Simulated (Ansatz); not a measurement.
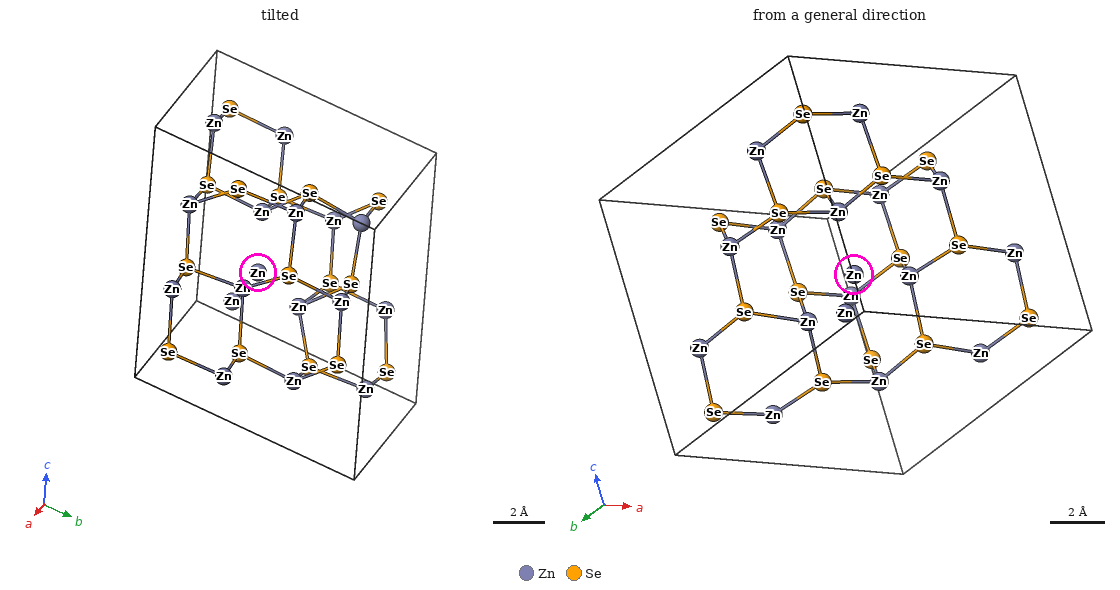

View slightly off an axis and from a general direction, drawn as a ball-and-stick model. The edges of the supercell are marked. The host is ZnSe, in a cell of 32 sites, and the cell carries a charge of -1. A ring marks the defect's site.

### What defect is present?

Zinc on a selenium site (an antisite). It is bonded to no bonds drawn. Not all metal-metal contacts are counted.

Level of theory and settings: DFT PBE, scalar-relativistic, plane waves, PAW in Ansatz 0.2.0, a 420 eV plane-wave basis, a 2×2×2 mesh of k-points, Gaussian smearing of 0.01 eV, collinear spins.

### Does the cell have a net magnetic moment?

No net moment.

The atoms were relaxed in the host's cell with Ansatz, DFT PBE, scalar-relativistic, plane waves, PAW.
